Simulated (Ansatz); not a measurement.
## Al$_{2}$O$_{3}$: one change and its effect

System: Al$_{2}$O$_{3}$ (P-3m1, 5 atoms in the cell).
Method of run 1: Kohn-Sham DFT of a periodic cell, PBEsol, Ansatz PAW, no spin polarisation (Ansatz 0.2.0).

The structure derives from a Materials Project entry. Text and figures count atoms from 1; the logs count them from 0 in places.

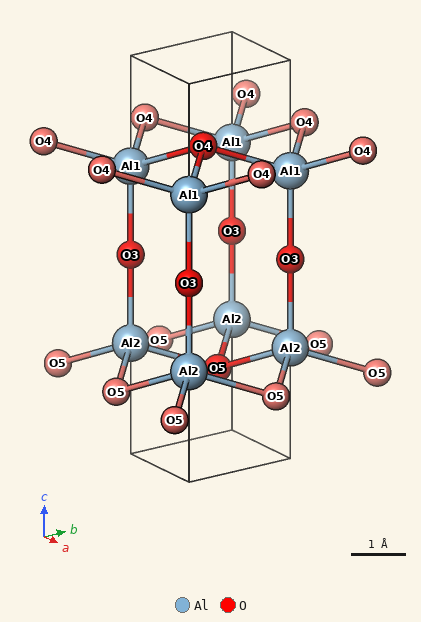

Figure 1. The input geometry (ball-and-stick view of the cell of the calculation, seen slightly off an axis; neighbours outside the cell are drawn fainter; atoms are numbered from 1 in the order of the input). An atom can appear more than once, as a periodic image.

Input file, run 1:
```yaml
crystal:
  lattice:
    - [3.017482544, 0.0, 0.0]
    - [-1.508741272, 2.6132165386, 0.0]
    - [0.0, 0.0, 7.5746360022]
  atoms:
    - { symbol: Al, position: [0.0, 0.0, 0.722049] }
    - { symbol: Al, position: [0.0, 0.0, 0.277951] }
    - { symbol: O, position: [0.0, 0.0, 0.5] }
    - { symbol: O, position: [0.6666666667, 0.3333333333, 0.800546] }
    - { symbol: O, position: [0.3333333333, 0.6666666667, 0.199454] }
hamiltonian:
  xc: pbesol
  pseudopotentials: { kind: paw }
kpoints:
  mp_grid: { grid: [10, 10, 4] }
scf:
  occupations: { method: fermi_dirac, width: 0.05 }
output:
  forces: true
  stress: true
  eigenvalues: true
relax:
  f_tol: 0.01
  max_steps: 40
  cell: { stress_tol: 0.05 }
```

Launched with:
```bash
ansatz run input.yaml --threads 2 --pin off --max-ram 5632MiB --backend cpu --events-out ev --progress --plain --runs-dir out
```

Hardware: 2 threads of Arm Neoverse V1, 112 GiB of memory available, shared host.

Output, shortened to warnings, some set-up lines, iterations and results (run 1):
```
Basis set: ecut = 420 eV, 1165 PW (Γ), exchange–correlation on 48×48×108 points (8 copies of the dense FFT grid, shifted against one another)
Symmetry: 12 space group operations
k-points: 50 of 400
Initial density: superposition of atomic densities (neutral atoms: chi_scale 0, normalization atom), corrected by the library's trained network
[...]
SCF iter   1: F=—  HF=-2737.867593 eV  |F-HF|=—  |Δ(HF+E_count)|=         —  Δρ=1.41e-2  dr2=1.01e-1  ethr=1.77e-3  ⟨swp⟩=6.0  Hψ=5018  notcnv=0
SCF iter   2: F=—  HF=-2737.844902 eV  |F-HF|=—  |Δ(HF+E_count)|=   2.27e-2  Δρ=7.03e-3  dr2=1.98e-2  ethr=4.21e-4  ⟨swp⟩=2.0  Hψ=1931  notcnv=0  defer=48
SCF iter   3: F=—  HF=-2737.839109 eV  |F-HF|=—  |Δ(HF+E_count)|=   5.79e-3  Δρ=8.77e-4  dr2=2.61e-4  ethr=8.23e-5  ⟨swp⟩=2.0  Hψ=1445  notcnv=0  defer=48
SCF iter   4: F=—  HF=-2737.839265 eV  |F-HF|=—  |Δ(HF+E_count)|=   1.56e-4  Δρ=5.05e-4  dr2=1.41e-4  ethr=1.09e-6  ⟨swp⟩=2.4  Hψ=1295  notcnv=0  defer=48
SCF iter   5: F=—  HF=-2737.839241 eV  |F-HF|=—  |Δ(HF+E_count)|=   2.35e-5  Δρ=1.17e-4  dr2=3.84e-6  ethr=5.89e-7  ⟨swp⟩=2.2  Hψ=1283  notcnv=0  defer=48
[... 122 lines ...]
SCF iter   4: F=—  HF=-2737.862610 eV  |F-HF|=—  |Δ(HF+E_count)|=   2.15e-6  Δρ=3.24e-6  dr2=3.95e-9  ethr=8.77e-11  ⟨swp⟩=2.0  Hψ=1350  notcnv=0
SCF iter   5: F=—  HF=-2737.862610 eV  |F-HF|=—  |Δ(HF+E_count)|=   3.33e-8  Δρ=7.23e-7  dr2=2.05e-10  ethr=1.65e-11  ⟨swp⟩=2.1  Hψ=1274  notcnv=0
SCF iter   6: F=-2737.862610 eV  HF=-2737.862610 eV  |F-HF|=6.22e-10  |Δ(HF+E_count)|=  3.25e-10  Δρ=3.45e-7  dr2=1.72e-11  ethr=1.00e-12  ⟨swp⟩=4.8  Hψ=2936  notcnv=0
SCF 16 converged in 6 iterations: F = -2737.862610 eV  dr2 = 1.72e-11
relax step  16: F+E_penalty+E_count = -2737.86260962 eV  Δ(F+E_penalty+E_count) = -9.628e-4 eV  max|allowed force component| = 8.499e-4 eV/Å  Δτ_max = 0.0000 Å  P = +0.019 …
basis re-selected at this cell: Δ(F+E_penalty+E_count) = -9.628e-4 eV, ΔP = +0.007 GPa vs the last step (what re-selecting the basis moved, of the pressure what is left beyond the Pulay correction that the steps carried, after the strain that the cell walked since its last selection, with what the …
SCF converged after 6 iterations
Free energy (F): -2737.862610 eV
Harris-Foulkes:  -2737.862610 eV  (|F-HF|=6.22e-10)
Internal energy: -2737.862610 eV  (E = F + TS)
E sigma→0 (E₀):  -2737.862610 eV
Fermi energy:    5.802200 eV
--- Per-component energies (eV) ---
  E_band       = -70.368198
  E_kinetic    = 581.762463
  E_local      = -1471.821739  (includes V_loc(G=0)·N_el)
  E_nonlocal   = 165.182079
  E_hartree    = 556.425723
  E_xc         = -299.502524
  E_vxc        = -341.460933  (∫ρ·V_xc dr)
  E_paw        = -1368.871127  (= ΣΔE_a)
  E_vpaw       = -116.889066  (= ΣTr[D̂ρ^β])
  E_aug_tail   = 0.007569  (compensation charges beyond the density's cutoff)
  E_ewald      = -901.189196
  E_core_change = 0.144142  (= ΣΔE_core)
  E_smearing   = -0.000000  (= −TS)
  E_closure    = 0.000000  (closes the sum)
  Σ components = -2737.862610   (vs F -2737.862610, Δ=0.00e0)
--- Forces (eV/Å), atoms counted from 1 ---
  atom   1  Al     0.00000000     0.00000000     0.00066932
  atom   2  Al    -0.00000000     0.00000000    -0.00066932
  atom   3  O      0.00000000     0.00000000     0.00000000
  atom   4  O     -0.00000000     0.00000000     0.00084989
  atom   5  O      0.00000000    -0.00000000    -0.00084989
  max |Σ_I F_I| component: 5.09e-17 eV/Å
--- Stress (GPa, compression-positive) ---
        0.004340      -0.000000       0.000000
        0.000000       0.004340       0.000000
        0.000000       0.000000       0.049432
  P = ⅓ Tr σ = 0.0194 GPa (0.194 kbar)
--- Relaxed structure (11 steps of the walk, 11 accepted, 5 SCFs on fresh bases) ---
  F+E_penalty+E_count = -2737.86260962 eV   max|allowed force component| = 8.499e-4 eV/Å   (the final SCF, on the basis selected at the relaxed cell)
  cell:  # Å, volume = 61.6617 Å³
    - [2.9884966618371123, -6.382917281129984e-32, 1.6588355142650284e-17]
    - [-1.4942483309185561, 2.5881140282759323, -8.29417757132515e-18]
    - [4.1640920949208296e-17, -2.1848963546380448e-32, 7.972216295835491]
  atoms:
[...]
```

For run 2 the input was changed thus:
```diff
-  xc: pbesol
+  xc: lda
```

What does this change do to the results?

The total energies belong to different methods, so their difference says nothing on which is more stable or more accurate. The gap on the mesh goes from 2.40 to 2.50 eV. The volume per atom goes from 12.33 to 11.18 Å³. The functional changes from PBEsol to LDA. The SCF takes 62 iterations over all geometry steps against 100. On the same kind of shared host run 2 took about 0.57 times as long.

Output, shortened to warnings, some set-up lines, iterations and results (run 2):
```
Basis set: ecut = 420 eV, 1165 PW (Γ)
Symmetry: 12 space group operations
k-points: 50 of 400
Initial density: superposition of atomic densities (neutral atoms: chi_scale 0, normalization atom), corrected by the library's trained network
[...]
SCF iter   1: F=—  HF=-2698.131805 eV  |F-HF|=—  |Δ(HF+E_count)|=         —  Δρ=1.59e-2  dr2=1.43e-1  ethr=1.77e-3  ⟨swp⟩=6.0  Hψ=5013  notcnv=0
SCF iter   2: F=—  HF=-2698.099934 eV  |F-HF|=—  |Δ(HF+E_count)|=   3.19e-2  Δρ=9.47e-3  dr2=3.09e-2  ethr=5.97e-4  ⟨swp⟩=2.5  Hψ=1940  notcnv=0  defer=48
SCF iter   3: F=—  HF=-2698.090353 eV  |F-HF|=—  |Δ(HF+E_count)|=   9.58e-3  Δρ=1.70e-3  dr2=7.44e-4  ethr=1.29e-4  ⟨swp⟩=2.0  Hψ=1449  notcnv=0  defer=48
SCF iter   4: F=—  HF=-2698.090081 eV  |F-HF|=—  |Δ(HF+E_count)|=   2.72e-4  Δρ=5.43e-4  dr2=1.71e-4  ethr=3.10e-6  ⟨swp⟩=2.9  Hψ=1453  notcnv=0  defer=48
SCF iter   5: F=—  HF=-2698.090039 eV  |F-HF|=—  |Δ(HF+E_count)|=   4.19e-5  Δρ=8.61e-5  dr2=1.81e-6  ethr=7.11e-7  ⟨swp⟩=2.3  Hψ=1274  notcnv=0  defer=48
[... 72 lines ...]
SCF iter   6: F=-2698.174250 eV  HF=-2698.174250 eV  |F-HF|=4.55e-13  |Δ(HF+E_count)|=  4.55e-13  Δρ=1.44e-8  dr2=4.95e-14  ethr=1.00e-12  ⟨swp⟩=1.0  Hψ=850  notcnv=0
SCF iter   7: F=-2698.174250 eV  HF=-2698.174250 eV  |F-HF|=1.36e-12  |Δ(HF+E_count)|=  4.55e-13  Δρ=2.57e-9  dr2=2.10e-15  ethr=1.00e-12  ⟨swp⟩=1.0  Hψ=850  notcnv=0
SCF iter   8: F=-2698.174250 eV  HF=-2698.174250 eV  |F-HF|=0.00e0  |Δ(HF+E_count)|=  4.55e-13  Δρ=8.16e-10  dr2=5.17e-16  ethr=1.00e-12  ⟨swp⟩=1.0  Hψ=1900  notcnv=0
SCF 10 converged in 8 iterations: F = -2698.174250 eV  dr2 = 5.17e-16
relax step  10: F+E_penalty+E_count = -2698.17425008 eV  Δ(F+E_penalty+E_count) = +5.481e-4 eV  max|allowed force component| = 3.800e-4 eV/Å  Δτ_max = 0.0000 Å  P = -0.010 …
basis re-selected at this cell: Δ(F+E_penalty+E_count) = +5.481e-4 eV, ΔP = -0.005 GPa vs the last step (what re-selecting the basis moved, of the pressure what is left beyond the Pulay correction that the steps carried, after the strain that the cell walked since its last selection, with what the …
SCF converged after 8 iterations
Free energy (F): -2698.174250 eV
Harris-Foulkes:  -2698.174250 eV  (|F-HF|=0.00e0)
Internal energy: -2698.174250 eV  (E = F + TS)
E sigma→0 (E₀):  -2698.174250 eV
Fermi energy:    6.640778 eV
--- Per-component energies (eV) ---
  E_band       = -52.666822
  E_kinetic    = 582.244416
  E_local      = -1273.174555  (includes V_loc(G=0)·N_el)
  E_nonlocal   = 171.704398
  E_hartree    = 464.868656
  E_xc         = -298.830606
  E_vxc        = -341.609681  (∫ρ·V_xc dr)
  E_paw        = -1331.004569  (= ΣΔE_a)
  E_vpaw       = -121.576464  (= ΣTr[D̂ρ^β])
  E_aug_tail   = 0.007751  (compensation charges beyond the density's cutoff)
  E_ewald      = -1014.391940
  E_core_change = 0.402198  (= ΣΔE_core)
  E_smearing   = -0.000000  (= −TS)
  E_closure    = 0.000000  (closes the sum)
  Σ components = -2698.174250   (vs F -2698.174250, Δ=0.00e0)
--- Forces (eV/Å), atoms counted from 1 ---
  atom   1  Al     0.00000000    -0.00000000     0.00013860
  atom   2  Al    -0.00000000     0.00000000    -0.00013860
  atom   3  O      0.00000000    -0.00000000     0.00000000
  atom   4  O     -0.00000000     0.00000000    -0.00037997
  atom   5  O      0.00000000    -0.00000000     0.00037997
  max |Σ_I F_I| component: 2.31e-17 eV/Å
--- Stress (GPa, compression-positive) ---
       -0.005062       0.000000      -0.000000
        0.000000      -0.005062       0.000000
       -0.000000       0.000000      -0.021206
  P = ⅓ Tr σ = -0.0104 GPa (-0.104 kbar)
--- Relaxed structure (7 steps of the walk, 7 accepted, 3 SCFs on fresh bases) ---
  F+E_penalty+E_count = -2698.17425008 eV   max|allowed force component| = 3.800e-4 eV/Å   (the final SCF, on the basis selected at the relaxed cell)
  cell:  # Å, volume = 55.8964 Å³
    - [2.9626063009892527, -1.2290089174846551e-32, -1.8318480071464555e-17]
    - [-1.4813031504946264, 2.56569231806854, 9.159240035732281e-18]
    - [-4.59839673075405e-17, -1.5945977373456348e-32, 7.353692846698103]
  atoms:
[...]
```

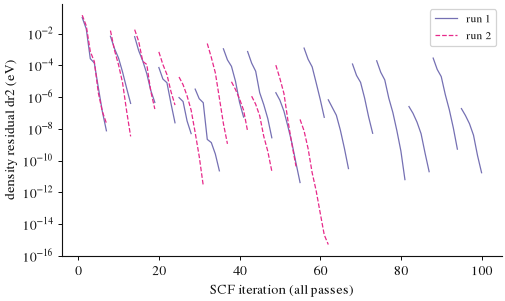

Figure 2. Convergence of the two runs: density residual dr2 against the SCF iteration. A break in a curve parts two SCF passes. Run 1 takes 100 iterations in all, and run 2 takes 62.

The two runs side by side:

```tsv
quantity	run 1	run 2
outcome	converged	converged
free energy per atom (eV)	−547.5725	−539.6349
gap on the mesh (eV)	2.40	2.50
pressure (GPa)	0.02	−0.01
volume per atom (Å³)	12.33	11.18
largest force (eV/Å)	0.001	0.000
SCF iterations	100	62
irreducible k-points	50	50
wall time (shared host)	30 s	17 s
```
